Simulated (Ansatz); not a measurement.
**Geometry relaxation of CdSe**

- system: CdSe (P6₃mc, 4 atoms in the cell)
- method: DFT PBE, scalar-relativistic, plane waves, PAW, no spin polarisation (Ansatz 0.2.0)

The structure derives from an entry of the Crystallography Open Database. It belongs to a series of runs on one base structure; here: volume × 1.03, shape and atoms relaxed. Figures and captions count atoms from 1; the log counts them from 0 in places.

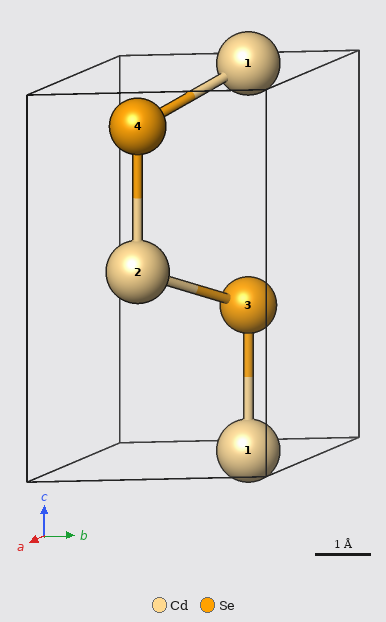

**Figure 1.** The structure as given in the input (ball-and-stick view of the cell of the calculation, seen slightly off an axis; atoms are numbered from 1 in the order of the input). An atom can appear more than once, as a periodic image. Near neighbours in the periodic cell (some may lie outside the picture): Cd has 4 Se at 2.71 to 2.72 Å; Se has 4 Cd at 2.71 to 2.72 Å.

**Input file**
```yaml
crystal:
  lattice:
    - [4.4267821509, 0.0, 0.0]
    - [-2.2133910754, 3.8337057997, 0.0]
    - [0.0, 0.0, 7.2243774554]
  atoms:
    - { symbol: Cd, position: [0.3333333333, 0.6666666667, 0.0045810793] }
    - { symbol: Cd, position: [0.6666666667, 0.3333333333, 0.5045810793] }
    - { symbol: Se, position: [0.3333333333, 0.6666666667, 0.3804189207] }
    - { symbol: Se, position: [0.6666666667, 0.3333333333, 0.8804189207] }
basis:
  ecutwfc: 420
kpoints:
  mp_grid: { grid: [12, 12, 6] }
hamiltonian:
  xc: pbe
scf:
  occupations: { method: gaussian, width: 0.02 }
output:
  forces: true
  stress: true
  eigenvalues: true
  write_density: true
  write_potential: true
  elf: true
  volumetric_format: npy
relax:
  adjacent_minimum: "off"
  f_tol: 0.01
  max_steps: 30
  cell: { stress_tol: 0.1, fix: [volume] }
```

Hardware: 1 thread of Intel Xeon @ 2.50GHz (Skylake/Cascade Lake), 189 GiB of memory available, shared host.

Launch command:
```bash
ansatz run input.yaml --threads 1 --pin off --max-ram 2560MiB --backend cpu --events-out ev --progress --plain --runs-dir out
```

**The program's output**
```
Engine: ansatz 0.2.0, x86_64-unknown-linux-gnu
Pseudopotentials: kind: paw
Pseudopotential: Cd, paw, valence charge 20, recommended cutoff 420 eV (normal), Cd.paw.azcp
Pseudopotential: Se, paw, valence charge 16, recommended cutoff 420 eV (normal), Se.paw.azcp
Functional definition: PBE
  parameter kappa = 0.804
  parameter beta = 0.06672455060314922
  exchange = pbe_x(kappa = kappa, mu = beta*pi^2/3)
  correlation = pbe_c(beta = beta)
Crystal: 4 atoms, lattice volume = 122.605 Å³
Basis set: ecut = 420 eV, 2359 PW (Γ), exchange–correlation on 60×60×100 points (8 copies of the dense FFT grid, shifted against one another)
Bands: 44, of which v1, the nominal top of the filled ones, is band 36 counted from 1 (35 counted from 0)
Symmetry: 12 space group operations
Space group: P63mc (ITA 186), of the structure as read, at distance tolerance 5.0e-5 Å
k-points: 76 of 864 (time reversal used)
Non-local potential: Cd, projectors of the file, l = 0: 3, l = 1: 2, l = 2: 2, l = 3: 1
Non-local potential: Se, projectors of the file, l = 0: 2, l = 1: 2, l = 2: 3, l = 3: 1
PAW form: soft (Blöchl's): semilocal exchange-correlation on the pseudo side does not see the compensation charge
PAW one-centre angular grid: Cd, 590 points (default); XC on 64 Gauss nodes
PAW one-centre angular grid: Se, 590 points (default); XC on 64 Gauss nodes
Initial density: superposition of atomic densities (neutral atoms: chi_scale 0, normalization atom), corrected by the library's trained network
Initial wavefunctions: pseudopotential atomic-orbital guess
Functional: x = pbe(κ = 0.804, μ = 0.2195149727645171), c = pbe(β = 0.06672455060314922)
SCF iter   1: F=—  HF=-27449.574661 eV  |F-HF|=—  |Δ(HF+E_count)|=         —  Δρ=1.11e-3  dr2=3.14e-3  ethr=1.77e-3  ⟨swp⟩=6.6  Hψ=12531  notcnv=0  defer=1
preconditioner: auto → Resta (q_TF=auto, 2.497 Å⁻¹)  ε∞=3.9  [insulator: Δε(μ)=0.458 eV  Ē_g=11.781 eV  σ=0.020 eV  W_gap=1.00  n_scr=34 (ndim 8)  ℏωp=20.1 eV  f_vac=0.225  D(μ)=0.00/eV (n_scr^D=0)  ε∞_Penn≈3.9]
SCF iter   2: F=—  HF=-27449.575266 eV  |F-HF|=—  |Δ(HF+E_count)|=   6.06e-4  Δρ=5.84e-4  dr2=8.19e-4  ethr=4.36e-6  ⟨swp⟩=2.0  Hψ=5700  notcnv=0  defer=228
SCF iter   3: F=—  HF=-27449.575303 eV  |F-HF|=—  |Δ(HF+E_count)|=   3.65e-5  Δρ=1.97e-4  dr2=4.34e-5  ethr=1.14e-6  ⟨swp⟩=2.0  Hψ=5270  notcnv=0  defer=228
SCF iter   4: F=—  HF=-27449.575330 eV  |F-HF|=—  |Δ(HF+E_count)|=   2.73e-5  Δρ=1.05e-4  dr2=1.67e-5  ethr=6.03e-8  ⟨swp⟩=2.0  Hψ=5244  notcnv=0  defer=228
SCF iter   5: F=—  HF=-27449.575360 eV  |F-HF|=—  |Δ(HF+E_count)|=   2.97e-5  Δρ=4.69e-5  dr2=3.69e-6  ethr=2.32e-8  ⟨swp⟩=2.0  Hψ=4483  notcnv=0  defer=228
SCF iter   6: F=—  HF=-27449.575361 eV  |F-HF|=—  |Δ(HF+E_count)|=   8.30e-7  Δρ=1.06e-5  dr2=1.43e-7  ethr=5.12e-9  ⟨swp⟩=2.0  Hψ=4483  notcnv=0  defer=228
SCF iter   7: F=-27449.575361 eV  HF=-27449.575361 eV  |F-HF|=1.14e-8  |Δ(HF+E_count)|=   3.75e-7  Δρ=1.98e-6  dr2=6.21e-9  ethr=1.39e-10  ⟨swp⟩=12.2  Hψ=22337  notcnv=0
SCF 1 converged in 7 iterations: F = -27449.575361 eV  dr2 = 6.21e-9
  greatest PAW one-centre occupation: 1.000 electrons in one spin orbital (limit 2), on the Cd atom at site 1 (counted from 0), in its partial waves of l = 0
relax step   1: F+E_penalty+E_count = -27449.57536125 eV  Δ(F+E_penalty+E_count) = +0.000e0 eV  max|allowed force component| = 1.117e-3 eV/Å  Δτ_max = 0.0000 Å  P = -1.232 GPa  Ω = 122.605 Å³  fix = [volume]  reactions: volume -1.232 GPa  (7 SCF iters, dr2 threshold 1.00e-7 eV, accepted)
Initial density: handed on by an earlier stage of this run
Initial wavefunctions: pseudopotential atomic-orbital guess (no wavefunctions were taken with the density)
iter 1 solved again at ethr=9.38e-8 eV; its pass at ethr=3.10e-3 eV (dr2=6.75e-5 eV) is discarded
SCF iter   1: F=—  HF=-27449.575356 eV  |F-HF|=—  |Δ(HF+E_count)|=         —  Δρ=2.14e-6  dr2=6.84e-9  ethr=9.38e-8  ⟨swp⟩=3.0  Hψ=21187  notcnv=0
eigensolver tolerance schedule: the retry pair's looser diagonalisation over-reported the residual by 9873.73 of it (diagonalisation noise at 0.43 of the residual, at the tolerance the schedule requests for it); recorded, not acted on — ethr = c·dr2/N_el stays at c = 1.0e-1
preconditioner: auto → Resta (q_TF=auto, 2.497 Å⁻¹)  ε∞=3.9  [insulator: Δε(μ)=0.479 eV  Ē_g=11.775 eV  σ=0.020 eV  W_gap=1.00  n_scr=34 (ndim 8)  ℏωp=20.1 eV  f_vac=0.224  D(μ)=0.00/eV (n_scr^D=0)  ε∞_Penn≈3.9]
SCF iter   2: F=—  HF=-27449.575361 eV  |F-HF|=—  |Δ(HF+E_count)|=   4.77e-6  Δρ=1.22e-6  dr2=2.62e-9  ethr=9.50e-12  ⟨swp⟩=2.6  Hψ=6424  notcnv=0
SCF iter   3: F=—  HF=-27449.575361 eV  |F-HF|=—  |Δ(HF+E_count)|=   6.22e-9  Δρ=5.94e-7  dr2=8.26e-10  ethr=3.64e-12  ⟨swp⟩=2.0  Hψ=4170  notcnv=0
SCF iter   4: F=-27449.575361 eV  HF=-27449.575361 eV  |F-HF|=5.09e-11  |Δ(HF+E_count)|=   2.90e-9  Δρ=2.53e-7  dr2=5.05e-11  ethr=1.00e-12  ⟨swp⟩=4.0  Hψ=16388  notcnv=0
SCF 2 converged in 4 iterations: F = -27449.575361 eV  dr2 = 5.05e-11
  greatest PAW one-centre occupation: 1.000 electrons in one spin orbital (limit 2), on the Cd atom at site 0 (counted from 0), in its partial waves of l = 0
relax step   2: F+E_penalty+E_count = -27449.57536125 eV  Δ(F+E_penalty+E_count) = -3.725e-9 eV  max|allowed force component| = 1.123e-3 eV/Å  Δτ_max = 0.0000 Å  P = -1.232 GPa  Ω = 122.605 Å³  fix = [volume]  reactions: volume -1.232 GPa  stress off target by 4.65e-3 GPa on what of the cell is left free  SCF on the basis re-selected at this cell (its energy is not comparable with the rows above)  (4 SCF iters)
```

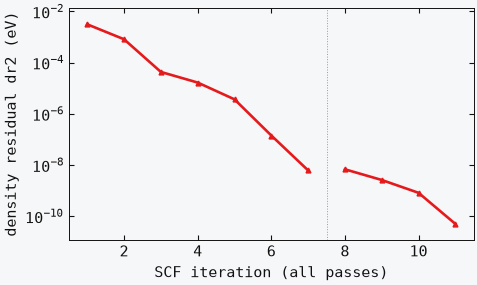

**Figure 2.** Convergence of the self-consistent field: density residual dr2 against the SCF iteration. The dotted lines part the SCF passes of the relaxation: geometry steps, rejected trials and re-solves on a re-selected basis. The passes take 7 and 4 iterations.

```
basis re-selected at this cell: Δ(F+E_penalty+E_count) = -3.725e-9 eV, ΔP = +0.000 GPa vs the last step (what re-selecting the basis moved, of the pressure what is left beyond the Pulay correction that the steps carried, after the strain that the cell walked since its last selection, with what the two solves' SCF thresholds leave and, on support functions, any second-order correction that the steps lacked; it is no measure of the basis error at this ecutwfc). This SCF's stress stands 4.65e-3 GPa from its target on what of the cell is left free (relax.cell.stress_tol is 1.00e-1 GPa) and its largest allowed force component is 1.12e-3 eV/Å (relax.f_tol is 1.00e-2 eV/Å): within both
SCF converged after 4 iterations
Free energy (F): -27449.575361 eV
Harris-Foulkes:  -27449.575361 eV  (|F-HF|=5.09e-11)
Internal energy: -27449.575361 eV  (E = F + TS)
E sigma→0 (E₀):  -27449.575361 eV
Fermi energy:    6.541149 eV
--- Per-component energies (eV) ---
  E_band       = -1851.434876
  E_kinetic    = 1244.366087
  E_local      = -13171.805219  (includes V_loc(G=0)·N_el)
  E_nonlocal   = -1124.069293
  E_hartree    = 6240.774658
  E_xc         = -560.345809
  E_vxc        = -637.464527  (∫ρ·V_xc dr)
  E_paw        = -11990.142516  (= ΣΔE_a)
  E_vpaw       = -644.010460  (= ΣTr[D̂ρ^β])
  E_aug_tail   = -0.001228  (compensation charges beyond the density's cutoff)
  E_ewald      = -8088.352040
  E_smearing   = -0.000000  (= −TS)
  E_closure    = 0.000000  (closes the sum)
  Σ components = -27449.575361   (vs F -27449.575361, Δ=0.00e0)
--- Forces (eV/Å), atoms counted from 1 ---
  atom   1  Cd     0.00000000     0.00000000    -0.00112238
  atom   2  Cd    -0.00000000    -0.00000000    -0.00112238
  atom   3  Se     0.00000000     0.00000000     0.00112292
  atom   4  Se    -0.00000000    -0.00000000     0.00112292
  max |Σ_I F_I| component: 1.08e-6 eV/Å
--- Stress (GPa, compression-positive) ---
       -1.234404       0.000000       0.000000
        0.000000      -1.234404      -0.000000
       -0.000000      -0.000000      -1.227437
  P = ⅓ Tr σ = -1.2321 GPa (-12.321 kbar)
--- Band table (eV; the first three rows and the last of 76) ---
  k-point 0: bands = ["-95.1899", "-95.1899", "-56.2580", "-56.2580", "-56.2580", "-56.2580", "-56.2579", "-56.2578", "-40.1920", "-40.1920", "-40.1917", "-40.1917", "-40.1917", "-40.1917", "-40.1894", "-40.1894", "-40.1893", "-40.1893", "-5.8527", "-5.5463", "-1.3725", "-1.3680", "-1.3680", "-1.3151", "-1.3151", "-1.1111", "-1.1111", "-1.0632", "-1.0632", "-0.8486", "2.3992", "5.6528", "5.6528", "6.2626", "6.3014", "6.3014", "6.7804", "8.4115", "12.1557", "12.1557", "12.4198", "13.2224", "13.2224", "13.6672"]
  k-point 1: bands = ["-95.1899", "-95.1899", "-56.2580", "-56.2580", "-56.2580", "-56.2580", "-56.2579", "-56.2578", "-40.1920", "-40.1920", "-40.1917", "-40.1917", "-40.1917", "-40.1917", "-40.1894", "-40.1894", "-40.1893", "-40.1893", "-5.8321", "-5.5664", "-1.3653", "-1.3653", "-1.3558", "-1.3195", "-1.3195", "-1.1072", "-1.1072", "-1.0657", "-1.0657", "-0.9144", "2.5965", "5.5700", "5.6931", "5.6931", "6.2543", "6.2543", "7.4378", "8.4493", "12.1801", "12.1930", "12.1930", "13.0986", "13.0986", "13.3345"]
  k-point 2: bands = ["-95.1899", "-95.1899", "-56.2581", "-56.2581", "-56.2580", "-56.2580", "-56.2579", "-56.2578", "-40.1920", "-40.1920", "-40.1917", "-40.1917", "-40.1917", "-40.1917", "-40.1894", "-40.1894", "-40.1893", "-40.1893", "-5.7756", "-5.6220", "-1.3573", "-1.3573", "-1.3309", "-1.3309", "-1.3013", "-1.0970", "-1.0970", "-1.0731", "-1.0731", "-1.0591", "3.1214", "4.6891", "5.8052", "5.8052", "6.1287", "6.1287", "8.1401", "8.5270", "11.8715", "12.3151", "12.3151", "12.6247", "12.8201", "12.8201"]
  k-point 75: bands = ["-95.1899", "-95.1899", "-56.2581", "-56.2581", "-56.2581", "-56.2581", "-56.2579", "-56.2579", "-40.1920", "-40.1920", "-40.1917", "-40.1917", "-40.1917", "-40.1917", "-40.1893", "-40.1893", "-40.1893", "-40.1893", "-5.4732", "-5.4732", "-1.2523", "-1.2523", "-1.2457", "-1.2457", "-1.1054", "-1.1054", "-1.1018", "-1.1018", "-0.7525", "-0.7525", "2.5956", "2.5956", "4.2129", "4.2129", "5.3458", "5.3458", "9.9039", "9.9039", "12.1027", "12.1027", "12.3238", "12.3238", "14.7745", "14.7745"]
--- Relaxed structure (1 steps of the walk, 1 accepted, 1 SCFs on fresh bases) ---
  F+E_penalty+E_count = -27449.57536125 eV   max|allowed force component| = 1.123e-3 eV/Å   (the final SCF, on the basis selected at the relaxed cell)
  cell:  # Å, volume = 122.6048 Å³
    - [4.426782150900625, -2.8867550462162798e-11, 0.0]
    - [-2.2133910754253123, 3.8337057997138935, 0.0]
    - [0.0, 0.0, 7.2243774554]
  atoms:
    - { symbol: Cd, position: [0.3333333333333333, 0.6666666666666666, 0.004581079300000001] }
    - { symbol: Cd, position: [0.6666666666666665, 0.33333333333333337, 0.5045810793000001] }
    - { symbol: Se, position: [0.3333333333333333, 0.6666666666666666, 0.38041892070000005] }
    - { symbol: Se, position: [0.6666666666666665, 0.33333333333333337, 0.8804189207000002] }
```

**Trajectory as extended XYZ (Å, eV, eV/Å), 2 frames, from step=1 to step=2**
```
4
Lattice="4.4268 0.0000 0.0000 -2.2134 3.8337 0.0000 0.0000 0.0000 7.2244" Properties=species:S:1:pos:R:3:forces:R:3 step=1 energy=-27449.57536 pressure_GPa=-1.23
Cd    0.0000    2.5558    0.0331    0.0000   0.0000  -0.0011
Cd    2.2134    1.2779    3.6453    0.0000   0.0000  -0.0011
Se    0.0000    2.5558    2.7483    0.0000   0.0000   0.0011
Se    2.2134    1.2779    6.3605    0.0000   0.0000   0.0011
4
Lattice="4.4268 0.0000 0.0000 -2.2134 3.8337 0.0000 0.0000 0.0000 7.2244" Properties=species:S:1:pos:R:3:forces:R:3 step=2 energy=-27449.57536 pressure_GPa=-1.23
Cd    0.0000    2.5558    0.0331    0.0000   0.0000  -0.0011
Cd    2.2134    1.2779    3.6453    0.0000   0.0000  -0.0011
Se    0.0000    2.5558    2.7483    0.0000   0.0000   0.0011
Se    2.2134    1.2779    6.3605    0.0000   0.0000   0.0011
```

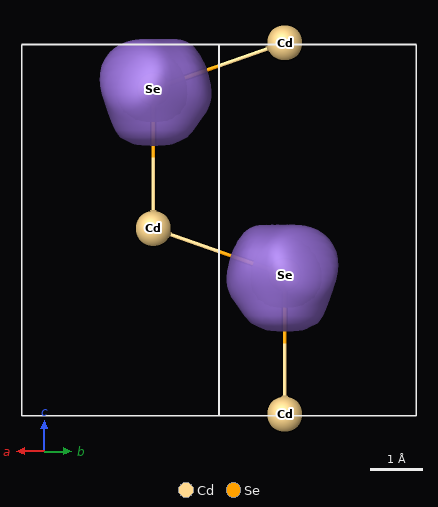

**Figure 3.** Isosurface of the ELF at 0.75 (purple), seen along [110]. Core shells and regions of very low density are left out. Sticks mark near contacts. The outline is the cell set on symmetry axes. Profiles from the grid: Cd–Se (2.71 Å): the ELF peaks at about 0.80 in the valence shell of Se, 0.8 Å from its nucleus, and drops to about 0.15 between the two atoms. In a PAW calculation such maps are meaningful between the atoms, not at the nuclei.

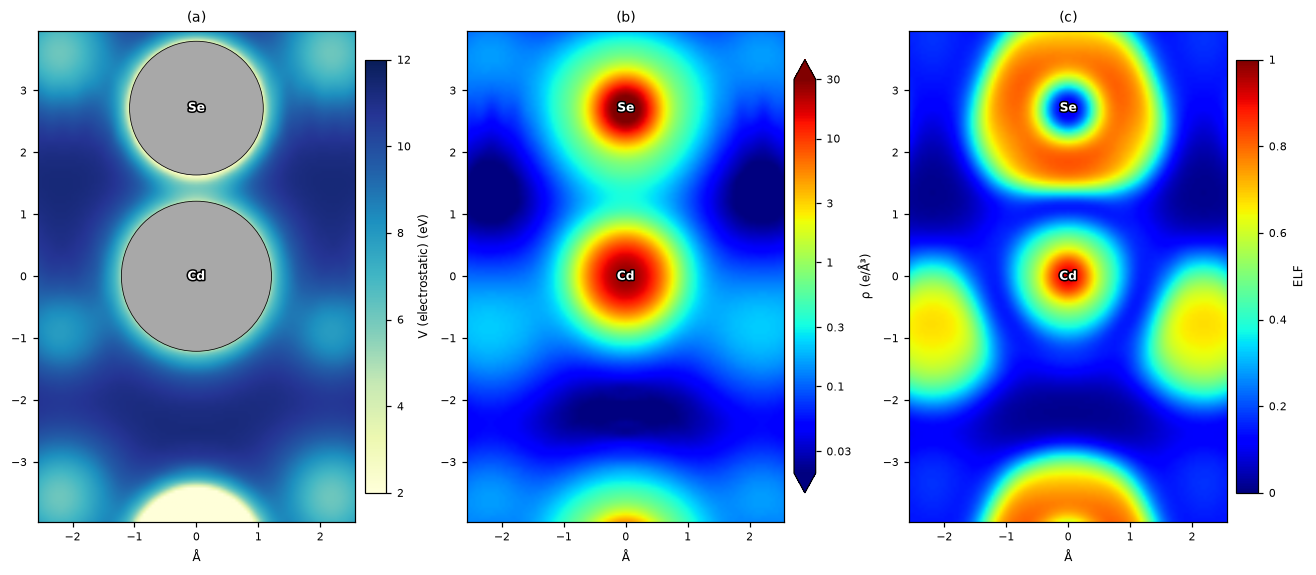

**Figure 4.** (a) electrostatic potential (local pseudopotential plus Hartree) felt by an electron; (b) valence charge density (pseudo); (c) electron localisation function on the (100) plane of the conventional cell. Grey discs, where drawn, cover atomic cores. Atoms in the plane: Cd and Se. Cd–Se (2.72 Å): ρ at the midpoint is about 0.34 e/Å³; the ELF peaks at about 0.80 in the valence shell of Se, 0.8 Å from its nucleus, and drops to about 0.15 between the two atoms. Away from the nuclei the density in this plane falls to 0.01 e/Å³ at its lowest. The strong features right at Cd lie inside the PAW spheres (semicore, d or f shells) and say nothing about bonding. Outside the cores the potential energy rises away from the atoms and is highest about 2.5 Å from the nearest atoms; outside the discs it spans about 9 eV, and its zero is arbitrary.

**Results in brief**

| quantity | value |
| --- | --- |
| outcome | converged |
| space group (tolerance 0.01 Å) | P6₃mc (186) |
| electrons treated | 72 |
| free energy | −27449.5754 eV |
| Fermi energy | 6.541 eV |
| gap on the k-point mesh | 0.48 eV |
| pressure | −1.23 GPa |
| final volume | 122.60 Å³ |
| largest force (length of the vector) at the end | 0.001 eV/Å |
| final cell | a = 4.427 Å, b = 4.427 Å, c = 7.224 Å, α = 90.00°, β = 90.00°, γ = 120.00° |
| wall time | 2.3 min |
| peak memory | 0.59 GiB |
